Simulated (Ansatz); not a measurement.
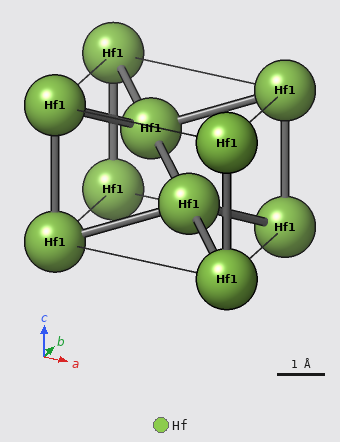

The structure as given in the input (ball-and-stick view of the cell 3 times as large as that of the calculation, set on its symmetry axes, seen slightly off an axis; atoms are numbered from 1 in the order of the input). Near neighbours in the crystal (not all of them lie inside the picture): Hf has 8 Hf at 3.03 to 3.16 Å.

# Field-gradient calculation, with input and output: Hf

Hf (1 atom in the cell), computed with DFT, PBE, PAW with Ansatz's default frozen-core files, scalar-relativistic, no spin polarisation (Ansatz 0.2.0).

The structure derives from an entry of the Crystallography Open Database. It belongs to a series of runs on one base structure; here: equal xy, yz and zx shear strains of -3 %, PAW files. Figures and captions count atoms from 1; the log counts them from 0 in places.

### The program's output
```
Hf: output.efg is read without spin–orbit coupling, which moves field gradients at and beside such atoms by some per cent and up to a factor of two; PAW files take it under magnetization.noncollinear and magnetization.spin_orbit
Engine: ansatz 0.2.0, aarch64-unknown-linux-gnu
Pseudopotentials: kind: paw
Pseudopotential: Hf, paw, valence charge 26, recommended cutoff 420 eV (normal), Hf.paw.azcp
Functional definition: PBE
  parameter kappa = 0.804
  parameter beta = 0.06672455060314922
  exchange = pbe_x(kappa = kappa, mu = beta*pi^2/3)
  correlation = pbe_c(beta = beta)
Crystal: 1 atoms, lattice volume = 23.507 Å³
Basis set: ecut = 420 eV, 453 PW (Γ), exchange–correlation on 48×48×48 points (8 copies of the dense FFT grid, shifted against one another)
Bands: 17, of which v1, the nominal top of the filled ones, is band 13 counted from 1 (12 counted from 0)
Symmetry: 12 space group operations
Space group: R-3m (ITA 166), of the structure as read, at distance tolerance 2.9e-5 Å
k-points: 288 of 2744
Non-local potential: Hf, projectors of the file, l = 0: 3, l = 1: 2, l = 2: 2, l = 3: 3
PAW form: soft (Blöchl's): semilocal exchange-correlation on the pseudo side does not see the compensation charge
PAW one-centre angular grid: Hf, 590 points (default); XC on 64 Gauss nodes
Initial density: superposition of atomic densities (neutral atoms: chi_scale 0, normalization atom), corrected by the library's trained network
Initial wavefunctions: pseudopotential atomic-orbital guess
Functional: x = pbe(κ = 0.804, μ = 0.2195149727645171), c = pbe(β = 0.06672455060314922)
SCF iter   1: F=—  HF=-15721.161899 eV  |F-HF|=—  |Δ(HF+E_count)|=         —  Δρ=2.31e-3  dr2=6.06e-4  ethr=1.77e-3  ⟨swp⟩=5.3  Hψ=21097  notcnv=0
preconditioner: auto → Kerker (q_TF=auto, 2.775 Å⁻¹)  [metal: Δε(μ)=0.017 eV  Ē_g=18.375 eV  σ=0.050 eV  W_gap=0.09  n_scr=12 (ndim 8)  ℏωp=37.5 eV  f_vac=0.000  D(μ)=2.12/eV (n_scr^D=18)]
SCF iter   2: F=—  HF=-15721.161831 eV  |F-HF|=—  |Δ(HF+E_count)|=   6.81e-5  Δρ=1.40e-3  dr2=2.52e-4  ethr=2.33e-6  ⟨swp⟩=2.6  Hψ=10628  notcnv=0
SCF iter   3: F=—  HF=-15721.161846 eV  |F-HF|=—  |Δ(HF+E_count)|=   1.50e-5  Δρ=2.04e-4  dr2=7.17e-6  ethr=9.71e-7  ⟨swp⟩=1.8  Hψ=5345  notcnv=0
SCF iter   4: F=—  HF=-15721.161845 eV  |F-HF|=—  |Δ(HF+E_count)|=   2.80e-7  Δρ=7.60e-5  dr2=7.86e-7  ethr=2.76e-8  ⟨swp⟩=2.3  Hψ=7724  notcnv=0
SCF iter   5: F=—  HF=-15721.161845 eV  |F-HF|=—  |Δ(HF+E_count)|=   7.71e-8  Δρ=1.42e-5  dr2=2.32e-8  ethr=3.02e-9  ⟨swp⟩=2.0  Hψ=8620  notcnv=0
SCF iter   6: F=-15721.161845 eV  HF=-15721.161845 eV  |F-HF|=2.55e-8  |Δ(HF+E_count)|=   1.14e-7  Δρ=1.07e-5  dr2=2.24e-8  ethr=8.94e-11  ⟨swp⟩=9.4  Hψ=33538  notcnv=0
SCF 1 converged in 6 iterations: F = -15721.161845 eV  dr2 = 2.24e-8
  greatest PAW one-centre occupation: 0.998 electrons in one spin orbital (limit 2), on the Hf atom at site 0 (counted from 0), in its partial waves of l = 0
```

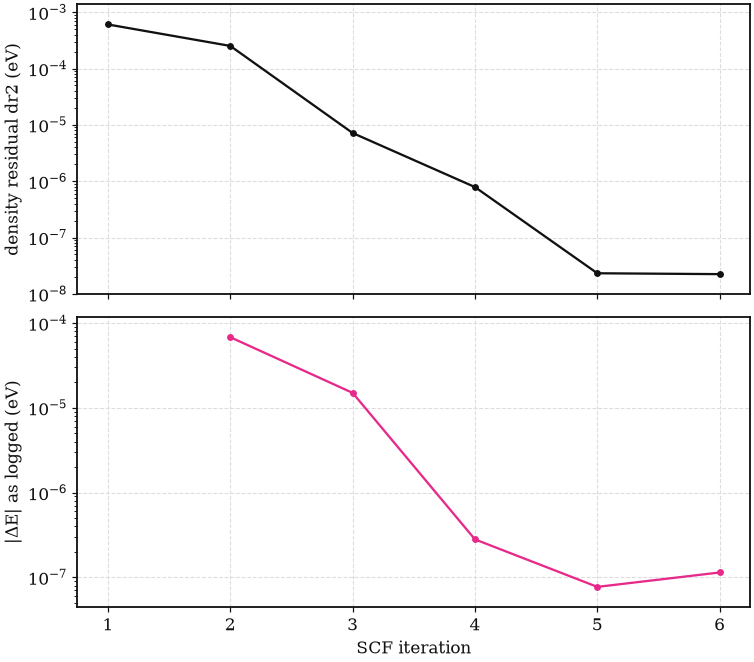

Convergence of the self-consistent field: density residual dr2 and size of the energy change against the SCF iteration. The residual falls at every step.

```
SCF converged after 6 iterations
Free energy (F): -15721.161845 eV
Harris-Foulkes:  -15721.161845 eV  (|F-HF|=2.55e-8)
Internal energy: -15721.144319 eV  (E = F + TS)
E sigma→0 (E₀):  -15721.153082 eV
Entropy (-TS):   -0.017526 eV (-17.526 meV/atom)
Fermi energy:    18.507158 eV
--- Per-component energies (eV) ---
  E_band       = 6.696305
  E_kinetic    = 422.747827
  E_local      = -5203.548192  (includes V_loc(G=0)·N_el)
  E_nonlocal   = -1244.656864
  E_hartree    = 2437.109362
  E_xc         = -299.386742
  E_vxc        = -265.261990  (∫ρ·V_xc dr)
  E_paw        = -6927.247984  (= ΣΔE_a)
  E_vpaw       = 1423.210853  (= ΣTr[D̂ρ^β])
  E_aug_tail   = -0.000001  (compensation charges beyond the density's cutoff)
  E_ewald      = -4906.161725
  E_smearing   = -0.017526  (= −TS)
  E_closure    = 0.000000  (closes the sum)
  Σ components = -15721.161845   (vs F -15721.161845, Δ=0.00e0)
--- Forces (eV/Å), atoms counted from 1 ---
  atom   1  Hf     0.00000000     0.00000000     0.00000000
  max |Σ_I F_I| component: 9.86e-32 eV/Å
--- Stress (GPa, compression-positive) ---
       -4.843125       1.355328       1.355328
        1.355328      -4.843125       1.355328
        1.355328       1.355328      -4.843125
  P = ⅓ Tr σ = -4.8431 GPa (-48.431 kbar)
--- PAW observables at the nuclei: V_zz in 10²¹ V/m², potentials from the cell's mean, atoms counted from 1 ---
  atom   1  Hf V_zz =    +7.498393   η = 0.0000   by run symmetry: allowed
            electrostatic potential = -14182.299122 V   contact ρ = 7528665.316363 e/Å³
--- Band table (eV; the first three rows and the last of 288) ---
  k-point 0: bands = ["-43.1704", "-11.5037", "-11.5037", "-11.4337", "6.8577", "6.8577", "6.8683", "6.9226", "6.9226", "6.9273", "6.9502", "11.6457", "19.5783", "20.1613", "20.1613", "22.6906", "22.6906"]
  k-point 1: bands = ["-43.1673", "-11.5230", "-11.5033", "-11.4673", "6.8599", "6.8602", "6.8697", "6.9213", "6.9217", "6.9251", "6.9471", "11.8304", "19.6901", "20.0333", "20.2251", "22.4348", "22.6653"]
  k-point 2: bands = ["-43.1587", "-11.6085", "-11.5285", "-11.5022", "6.8655", "6.8674", "6.8739", "6.9162", "6.9188", "6.9195", "6.9407", "12.3605", "19.6962", "19.7511", "20.5836", "21.9942", "22.6233"]
  k-point 287: bands = ["-43.0726", "-12.0628", "-11.9328", "-11.9328", "6.8441", "6.8885", "6.8885", "6.8899", "6.9301", "6.9301", "6.9338", "16.1407", "16.1407", "24.6740", "24.6740", "25.2784", "25.2784"]
```

### File rho_z.tsv
```
# z_ang	rho[e/angstrom^3]
# format = ansatz-planar-average/11
# lattice	-1.859150000	1.805000000	1.805000000
# lattice	1.805000000	-1.859150000	1.805000000
# lattice	1.805000000	1.805000000	-1.859150000
# sites	1
# site	72	0.000000000	0.000000000	0.000000000
0.000000	2.913278e0
0.131580	2.786087e0
0.263160	2.438954e0
0.394741	1.960275e0
0.526321	1.456224e0
0.657901	1.013122e0
0.789481	6.761815e-1
0.921061	4.501165e-1
1.052642	3.142616e-1
1.184222	2.401216e-1
1.315802	2.030710e-1
1.447382	1.866266e-1
1.578962	1.820344e-1
1.710543	1.866266e-1
1.842123	2.030710e-1
1.973703	2.401216e-1
2.105283	3.142616e-1
2.236863	4.501165e-1
2.368444	6.761815e-1
2.500024	1.013122e0
2.631604	1.456224e0
2.763184	1.960275e0
2.894764	2.438954e0
3.026345	2.786087e0
```

### File v_z.tsv
```
# z_ang	v_es[eV]	v_tot[eV]
# format = ansatz-planar-average/11
# xc	pbe
# density_cutoff_ev	1680
# datasets	Hf=:simpson_from_first_knot:soft
# lattice	-1.859150000	1.805000000	1.805000000
# lattice	1.805000000	-1.859150000	1.805000000
# lattice	1.805000000	1.805000000	-1.859150000
# sites	1
# site	72	0.000000000	0.000000000	0.000000000
0.000000	5.978558e0	-8.132230e0
0.131580	6.109890e0	-7.865711e0
0.263160	6.521816e0	-7.074159e0
0.394741	7.257989e0	-5.776338e0
0.526321	8.364454e0	-4.013355e0
0.657901	9.842603e0	-1.873688e0
0.789481	1.160081e1	5.080824e-1
0.921061	1.344503e1	2.929099e0
1.052642	1.515187e1	5.138403e0
1.184222	1.652949e1	6.903993e0
1.315802	1.748144e1	8.102667e0
1.447382	1.803325e1	8.765346e0
1.578962	1.821436e1	8.971561e0
1.710543	1.803325e1	8.765346e0
1.842123	1.748144e1	8.102667e0
1.973703	1.652949e1	6.903993e0
2.105283	1.515187e1	5.138403e0
2.236863	1.344503e1	2.929099e0
2.368444	1.160081e1	5.080824e-1
2.500024	9.842603e0	-1.873688e0
2.631604	8.364454e0	-4.013355e0
2.763184	7.257989e0	-5.776338e0
2.894764	6.521816e0	-7.074159e0
3.026345	6.109890e0	-7.865711e0
```

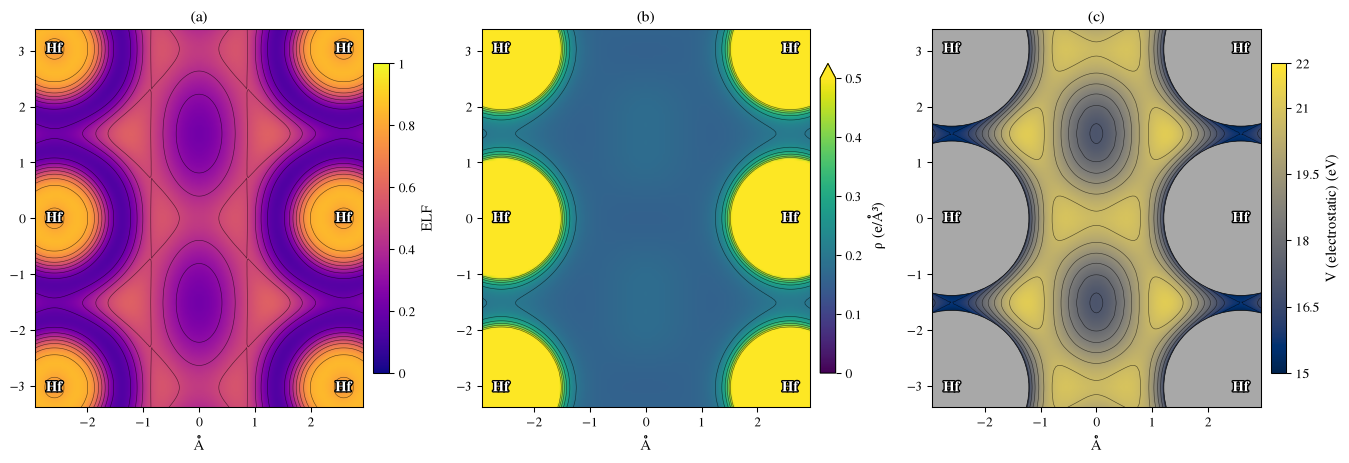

(a) electron localisation function; (b) valence charge density (pseudo); (c) electrostatic potential (local pseudopotential plus Hartree) felt by an electron on the (100) plane of the conventional cell. Grey discs, where drawn, cover atomic cores. Hf–Hf (3.03 Å): ρ is about 0.21 e/Å³ halfway; the ELF is about 0.20 at the midpoint; no localised pair between them. Away from the nuclei the density in this plane falls to 0.16 e/Å³ at its lowest.5. The strong features right at Hf lie inside the PAW spheres (semicore, d or f shells) and say nothing about bonding. Outside the cores the potential energy rises away from the atoms and is highest about 2.0 Å from the nearest atoms; outside the discs it spans about 6 eV, and its zero is arbitrary. In a PAW calculation such maps are meaningful between the atoms, not at the nuclei.

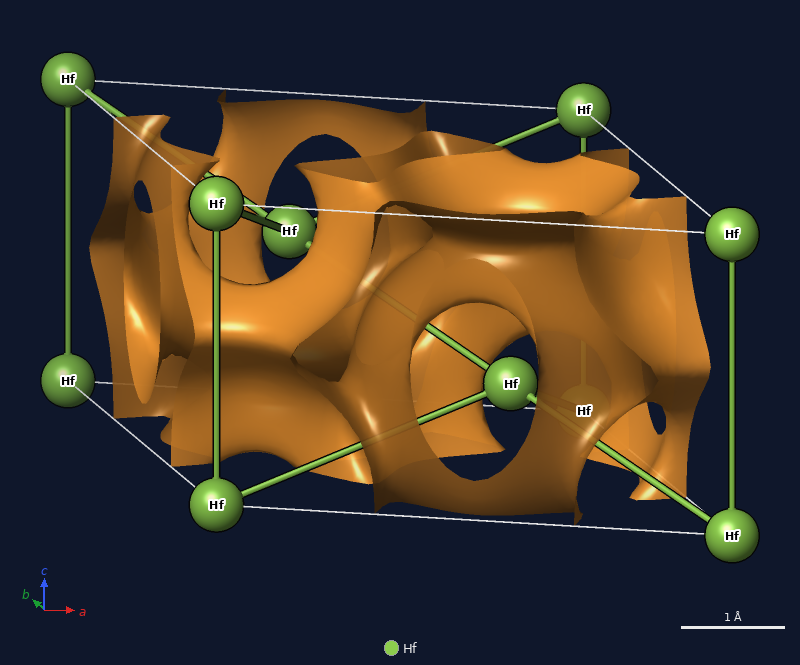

Isosurface of the electron localisation function at 0.4 (orange), seen slightly off an axis. Only the valence region is drawn (cores and ρ < 0.01 e/Å³ removed). Sticks mark near contacts. The outline is the cell set on symmetry axes. The ELF exceeds this value in one network that runs through the whole crystal, counted in one cell of 3 atoms. Profiles from the grid: Hf–Hf (3.03 Å): the ELF is about 0.20 at the midpoint (no shared electron pair). Hf–Hf (3.16 Å): the ELF is about 0.25 at the midpoint; no shared electron pair.

This output came from the following input.

### Input file
```yaml
crystal:
  lattice:
    - [-1.85915, 1.805, 1.805]
    - [1.805, -1.85915, 1.805]
    - [1.805, 1.805, -1.85915]
  atoms:
    - { symbol: Hf, position: [0.0, 0.0, 0.0] }
kpoints:
  mp_grid: { grid: [14, 14, 14] }
scf:
  occupations: { method: fermi_dirac, width: 0.05 }
hamiltonian:
  xc: pbe
  pseudopotentials: { kind: paw }
output:
  forces: true
  stress: true
  eigenvalues: true
  efg: { contact_densities: true }
  write_density: true
  write_potential: true
  elf: true
  volumetric_format: npy
```

Launch command:
```bash
ansatz run input.yaml --threads 1 --pin off --max-ram 3072MiB --backend cpu --events-out ev --progress --plain --runs-dir out
```

### Key numbers

```tsv
quantity	value
outcome	converged
space group (tolerance 0.01 Å)	R-3m (166)
electrons treated	26
free energy	−15721.1618 eV
Fermi energy	18.507 eV
pressure	−4.84 GPa
field gradient V_zz (10²¹ V/m²)	Hf 7.50
largest force (length of the vector)	under 0.001 eV/Å
hardware	1 thread of Arm Neoverse V1, 24 GiB of memory available, shared host
wall time	11 s
peak memory	0.44 GiB
```

The program warns: the field gradients leave out spin–orbit coupling. Spin–orbit coupling is left out, which matters for Hf.
